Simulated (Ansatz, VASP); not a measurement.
## Cross-check of GaN between VASP and Ansatz

Wanted: the spread between two codes on one cell, functional and k mesh.

Program: Ansatz 0.2.0. Level of theory: plane waves, with VASP 6.6.1 beside it; G0W0 gap at PBE. Results are calculated unless marked as measured.

### Step 1. Set-up

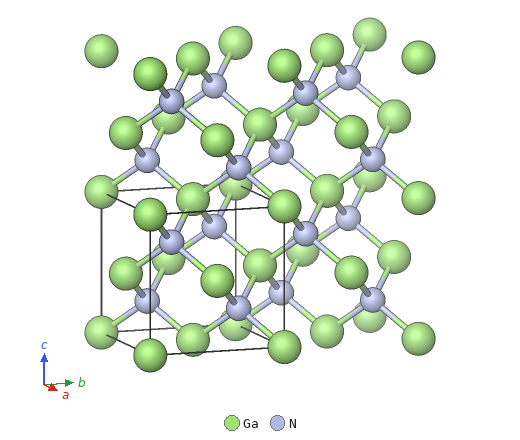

The cell as given, slightly off an axis (gallium green, nitrogen light blue). 1×2×2 cells are drawn. This picture shows the conventional cell, with its axes. Bonds to atoms that aren't drawn are left out. Some periodic images of atoms are drawn too.

### Step 2. VASP: G0W0 gap, PBE

Quasiparticle shifts depend on high empty states and on the cores, so they are the hardest test of two PAW sets.

Lines of VASP's logs that name or quote its potential files are left out, and so is its time.

The input, INCAR:

```
SYSTEM = GaN
PREC = Accurate
ENCUT = 450
ISMEAR = 0
SIGMA = 0.01
LREAL = .FALSE.
GGA = PE
NBANDS = 88
ALGO = EVGW0
NELMGW = 1
ENCUTGW = 140
NOMEGA = 48
PRECFOCK = Fast
NBANDSGW = 24
LWAVE = .FALSE.
LCHARG = .FALSE.
```

The input, POSCAR:

```
GaN
1.0
    0.0000000000      2.2535006075      2.2535006075
    2.2535006075      0.0000000000      2.2535006075
    2.2535006075      2.2535006075      0.0000000000
Ga N
1 1
Direct
    0.0000000000      0.0000000000      0.0000000000
    0.7500000000      0.7500000000      0.7500000000
```

The input, KPOINTS:

```
Automatic mesh
0
Gamma
6 6 6
0 0 0
```

The projector-augmented-wave data sets are Ga_d_GW and N_GW (PBE family, release 64).

On the command line:

```sh
> mpirun -np 8 vasp_std
```

Numbers of over 12 decimals in the logs are rounded to 6 here.

Output:

```text
[banner, memory and clock lines left out]
running    8 mpi-ranks, on    1 nodes
 distrk:  each k-point on    8 cores,    1 groups
 distr:  one band on    1 cores,    8 groups

 POSCAR found type information on POSCAR GaN
 POSCAR found :  2 types and       2 ions
|                                                                             |
|           W    W    AA    RRRRR   N    N  II  N    N   GGGG   !!!           |
|           W    W   A  A   R    R  NN   N  II  NN   N  G    G  !!!           |
|           W    W  A    A  R    R  N N  N  II  N N  N  G       !!!           |
|           W WW W  AAAAAA  RRRRR   N  N N  II  N  N N  G  GGG   !            |
|           WW  WW  A    A  R   R   N   NN  II  N   NN  G    G                |
|           W    W  A    A  R    R  N    N  II  N    N   GGGG   !!!           |
|                                                                             |
|     For optimal performance we recommend to set                             |
|       NCORE = 2 up to number-of-cores-per-socket                            |
|     NCORE specifies how many cores store one orbital (NPAR=cpu/NCORE).      |
|     This setting can greatly improve the performance of VASP for DFT.       |
|     The default, NCORE=1 might be grossly inefficient on modern             |
|     multi-core architectures or massively parallel machines. Do your        |
|     Unfortunately you need to use the default for GW and RPA                |
|     calculations (for HF NCORE is supported but not extensively tested      |
|     yet).                                                                   |
|                                                                             |

|                                                                             |
|           W    W    AA    RRRRR   N    N  II  N    N   GGGG   !!!           |
|           W    W   A  A   R    R  NN   N  II  NN   N  G    G  !!!           |
|           W    W  A    A  R    R  N N  N  II  N N  N  G       !!!           |
|           W WW W  AAAAAA  RRRRR   N  N N  II  N  N N  G  GGG   !            |
|           WW  WW  A    A  R   R   N   NN  II  N   NN  G    G                |
|           W    W  A    A  R    R  N    N  II  N    N   GGGG   !!!           |
|                                                                             |
|     The default for ENCUTGWSOFT is different in this version of VASP.       |
|     please manually set ENCUTGWSOFT =140 in the INCAR file.                 |
|                                                                             |

 LDA part: xc-table for (Slater+PW92), standard interpolation
 found WAVECAR, reading the header
 POSCAR, INCAR and KPOINTS ok, starting setup
 FFT: planning ... GRIDC
 FFT: planning ... GRID_SOFT
 FFT: planning ... GRID
 reading WAVECAR
 the WAVECAR file was read successfully
 initial charge from wavefunction
 available memory per node:    130.16 GB, setting MAXMEM to    133282

 The Fermi energy was updated, please check that it is located mid-gap
 values below the HOMO (VB) or above the LUMO (CB) will cause erroneous energies
 E-fermi :   5.9591

 calculate exact exchange contribution
 the WAVEDER file was read successfully
energies w=
    0.000    0.000    0.753    0.000    1.503    0.000    2.246    0.000
    2.982    0.000    3.706    0.000    4.419    0.000    5.119    0.000
    5.807    0.000    6.481    0.000    7.143    0.000    7.795    0.000
    8.437    0.000    9.072    0.000    9.701    0.000   10.326    0.000
   10.951    0.000   11.576    0.000   12.206    0.000   12.843    0.000
   13.490    0.000   14.150    0.000   14.828    0.000   15.528    0.000
   16.255    0.000   17.014    0.000   17.812    0.000   18.656    0.000
   19.555    0.000   20.521    0.000   21.565    0.000   22.704    0.000
   23.957    0.000   25.348    0.000   26.910    0.000   28.683    0.000
   30.720    0.000   33.094    0.000   35.905    0.000   39.293    0.000
   43.466    0.000   48.736    0.000   55.605    0.000   64.929    0.000
   78.292    0.000   98.993    0.000  135.239    0.000  214.660    0.000
 responsefunction array rank=      96
 LDA part: xc-table for (Slater+PW92), standard interpolation

 min. memory requirement per mpi rank    133.9 MB, per node   1070.9 MB

 allocating   6 responsefunctions rank=    96
 shmem allocating  48 responsefunctions rank=    96
 response function shared by NCSHMEM nodes    1
 Doing            6  frequencies on each core in blocks of           48
NQ=   1    0.0000    0.0000    0.0000,
|.........|.........|.........|.........|.........|.........|.........|.........
 performed        374000 updates of chi_q(r,r)
 total number of BLAS operations         12.67 Gflops
NQ=   2    0.1667    0.0000    0.0000,
|.........|.........|.........|.........|.........|.........|.........|.........
 performed       1035000 updates of chi_q(r,r)
 total number of BLAS operations         49.15 Gflops
NQ=   3    0.3333    0.0000    0.0000,
|.........|.........|.........|.........|.........|.........|.........|.........
 performed       1696000 updates of chi_q(r,r)
 total number of BLAS operations         83.04 Gflops
NQ=   4    0.5000    0.0000    0.0000,
|.........|.........|.........|.........|.........|.........|.........|.........
 performed       2256000 updates of chi_q(r,r)
 total number of BLAS operations        119.37 Gflops
NQ=   5    0.1667    0.1667    0.0000,
|.........|.........|.........|.........|.........|.........|.........|.........
 performed       2917000 updates of chi_q(r,r)
 total number of BLAS operations        157.63 Gflops
NQ=   6    0.3333    0.1667    0.0000,
|.........|.........|.........|.........|.........|.........|.........|.........
 performed       3942000 updates of chi_q(r,r)
 total number of BLAS operations        215.50 Gflops
NQ=   7    0.5000    0.1667    0.0000,
|.........|.........|.........|.........|.........|.........|.........|.........
 performed       4967000 updates of chi_q(r,r)
 total number of BLAS operations        274.76 Gflops
NQ=   8   -0.3333    0.1667    0.0000,
|.........|.........|.........|.........|.........|.........|.........|.........
 performed       5992000 updates of chi_q(r,r)
 total number of BLAS operations        334.02 Gflops
NQ=   9   -0.1667    0.1667    0.0000,
|.........|.........|.........|.........|.........|.........|.........|.........
 performed       6882000 updates of chi_q(r,r)
 total number of BLAS operations        387.91 Gflops
NQ=  10    0.3333    0.3333    0.0000,
|.........|.........|.........|.........|.........|.........|.........|.........
 performed       7543000 updates of chi_q(r,r)
 total number of BLAS operations        425.28 Gflops
NQ=  11    0.5000    0.3333    0.0000,
|.........|.........|.........|.........|.........|.........|.........|.........
 performed       8568000 updates of chi_q(r,r)
 total number of BLAS operations        490.25 Gflops
NQ=  12   -0.3333    0.3333    0.0000,
|.........|.........|.........|.........|.........|.........|.........|.........
 performed       9458000 updates of chi_q(r,r)
 total number of BLAS operations        546.65 Gflops
NQ=  13    0.5000    0.5000    0.0000,
|.........|.........|.........|.........|.........|.........|.........|.........
 performed       9959000 updates of chi_q(r,r)
 total number of BLAS operations        580.60 Gflops
NQ=  14    0.5000    0.3333    0.1667,
|.........|.........|.........|.........|.........|.........|.........|.........
 performed      11110000 updates of chi_q(r,r)
 total number of BLAS operations        648.76 Gflops
NQ=  15   -0.3333    0.3333    0.1667,
|.........|.........|.........|.........|.........|.........|.........|.........
 performed      12194000 updates of chi_q(r,r)
 total number of BLAS operations        715.94 Gflops
NQ=  16   -0.3333    0.5000    0.1667,
|.........|.........|.........|.........|.........|.........|.........|.........
 performed      13088000 updates of chi_q(r,r)
 total number of BLAS operations        776.49 Gflops
 resolving degeneracies of screened two electron integrals

 calculate QP shifts <psi_nk| G(iteration)W_0 |psi_nk>: iteration 1
 entering main loop
```

Parts of OUTCAR (step 2):

```text
ion  position               nearest neighbor table
   1  0.000  0.000  0.000-   2 1.95   2 1.95   2 1.95   2 1.95
   2  0.750  0.750  0.750-   1 1.95   1 1.95   1 1.95   1 1.95

  LATTYP: Found a face centered cubic cell.
 ALAT       =     4.5070012150

 Subroutine GETGRP returns: Found 24 space group operations
 (whereof 24 operations were pure point group operations)

The static configuration has the point symmetry T_d .

 Found     16 irreducible k-points:

   k-points           NKPTS =     16   k-points in BZ     NKDIM =    216   number of bands    NBANDS=     88

   dimension x,y,z NGX =    24 NGY =   24 NGZ =   24
   dimension x,y,z NGXF=    48 NGYF=   48 NGZF=   48

   ENCUT  =  450.0 eV  33.07 Ry    5.75 a.u.   5.51  5.51  5.51*2*pi/ulx,y,z

   NELECT =      18.0000    total number of electrons

  energy-cutoff  :      450.00
  volume of cell :       22.89
      direct lattice vectors                 reciprocal lattice vectors
     0.000000000  2.253500607  2.253500607    -0.221877020  0.221877020  0.221877020
     2.253500607  0.000000000  2.253500607     0.221877020 -0.221877020  0.221877020
     2.253500607  2.253500607  0.000000000     0.221877020  0.221877020 -0.221877020

 k-points in reciprocal lattice and weights: Automatic mesh
   0.00000000  0.00000000  0.00000000       0.005
   0.16666667  0.00000000  0.00000000       0.037
   0.33333333  0.00000000  0.00000000       0.037
   0.50000000  0.00000000  0.00000000       0.019
   0.16666667  0.16666667  0.00000000       0.028
   0.33333333  0.16666667  0.00000000       0.111
   0.50000000  0.16666667  0.00000000       0.111
  -0.33333333  0.16666667  0.00000000       0.111
  -0.16666667  0.16666667  0.00000000       0.056
[...]
-0.33333333  0.33333333  0.16666667       0.111
  -0.33333333  0.50000000  0.16666667       0.056

 E-fermi :   5.9591

 QP shifts <psi_nk| G(iteration)W_0 |psi_nk>: iteration 1
 for sc-GW calculations column KS-energies equals QP-energies in previous step
 and V_xc(KS)=  KS-energies - (<T + V_ion + V_H > + <T+V_H+V_ion>^1  + <V_x>^1)
 k-point   1 :       0.0000    0.0000    0.0000
  band No.  KS-energies  QP-energies   sigma(KS)   V_xc(KS)     V^pw_x(r,r')   Z            occupation Imag(sigma)
    ...
      6      -8.0769     -11.1327     -25.9707     -21.8074     -35.1863       0.7340       2.0000       0.1919
      7       5.0978       4.5836     -18.4039     -17.7320     -21.3412       0.7652       2.0000       0.0918
      8       5.0978       4.5836     -18.4039     -17.7320     -21.3412       0.7652       2.0000       0.0918
      9       5.0978       4.5836     -18.4039     -17.7320     -21.3412       0.7652       2.0000       0.0918
     10       6.8203       7.4435     -12.5789     -13.3584      -9.0917       0.7995       0.0000      -0.0663
     11      15.3897      16.1112     -10.5203     -11.4287      -5.3700       0.7943       0.0000      -0.1410
     12      15.3897      16.1112     -10.5203     -11.4287      -5.3700       0.7943       0.0000      -0.1410
     13      15.3897      16.1112     -10.5203     -11.4287      -5.3700       0.7943       0.0000      -0.1410
    ...

 k-point   2 :       0.1667    0.0000    0.0000
  band No.  KS-energies  QP-energies   sigma(KS)   V_xc(KS)     V^pw_x(r,r')   Z            occupation Imag(sigma)
    ...
      6      -8.0783     -11.1295     -25.9639     -21.8023     -35.1818       0.7332       2.0000       0.1930
      7       2.8139       2.1077     -16.8100     -15.8781     -19.9341       0.7577       2.0000       0.1145
      8       4.8276       4.2800     -18.1738     -17.4564     -21.1554       0.7633       2.0000       0.0946
      9       4.8276       4.2800     -18.1738     -17.4564     -21.1554       0.7633       2.0000       0.0946
     10       8.4316       9.1480     -13.2844     -14.1932      -9.6526       0.7882       0.0000      -0.0722
     11      14.3525      15.1383     -11.0318     -12.0273      -5.9627       0.7893       0.0000      -0.1373
     12      15.7452      16.4875     -10.7109     -11.6524      -5.4469       0.7884       0.0000      -0.1572
     13      15.7452      16.4875     -10.7109     -11.6524      -5.4469       0.7884       0.0000      -0.1572
    ...

 k-point   3 :       0.3333    0.0000    0.0000
  band No.  KS-energies  QP-energies   sigma(KS)   V_xc(KS)     V^pw_x(r,r')   Z            occupation Imag(sigma)
    ...
      6      -7.5924     -10.0447     -23.2483     -19.8728     -31.8725       0.7265       2.0000       0.4195
      7      -0.2621      -1.1837     -15.6243     -14.3659     -19.7106       0.7324       2.0000       0.2097
      8       4.3496       3.7493     -17.8182     -17.0297     -20.8861       0.7614       2.0000       0.0991
      9       4.3496       3.7493     -17.8182     -17.0297     -20.8861       0.7614       2.0000       0.0991
     10       9.5607      10.3310     -12.1070     -13.0758      -7.8799       0.7951       0.0000      -0.0894
     11      13.7371      14.6053     -12.4660     -13.6038      -7.2436       0.7630       0.0000      -0.1553
     12      15.7162      16.3963     -10.6751     -11.5369      -5.4669       0.7892       0.0000      -0.1652
     13      15.7162      16.3963     -10.6751     -11.5369      -5.4669       0.7892       0.0000      -0.1652
    ...

 k-point   4 :       0.5000    0.0000    0.0000
  band No.  KS-energies  QP-energies   sigma(KS)   V_xc(KS)     V^pw_x(r,r')   Z            occupation Imag(sigma)
    ...
      6      -6.8146      -9.0545     -23.0260     -19.9460     -31.4757       0.7272       2.0000       0.4512
      7      -1.9406      -2.8617     -14.2648     -12.9873     -18.6338       0.7211       2.0000       0.3189
      8       4.1320       3.5132     -17.6700     -16.8560     -20.7750       0.7602       2.0000       0.1016
      9       4.1320       3.5132     -17.6700     -16.8560     -20.7750       0.7602       2.0000       0.1016
     10       9.7337      10.4885     -11.6225     -12.5633      -7.3501       0.8023       0.0000      -0.0903
     11      13.8240      14.6838     -12.9613     -14.1110      -7.5295       0.7479       0.0000      -0.1737
     12      15.4448      16.0788     -10.5774     -11.3767      -5.4804       0.7930       0.0000      -0.1583
     13      15.4448      16.0788     -10.5774     -11.3767      -5.4804       0.7930       0.0000      -0.1583
    ...

[... 4 further parts left out ...]
```

(Continued in part 2 of 2.)

[Lines on the potential files, build, host, timing and source positions are cut from VASP's logs without a mark.]

[Logs are printed without paths, hosts, clocks, repeated set-up lines and the standing remarks that a program may print on its own settings, such as how far it seeks lower states.]

[Hosts, paths, dates, database ids (printed as entryN), source tags and the programs' standing remarks are cut or masked in the printed files.]
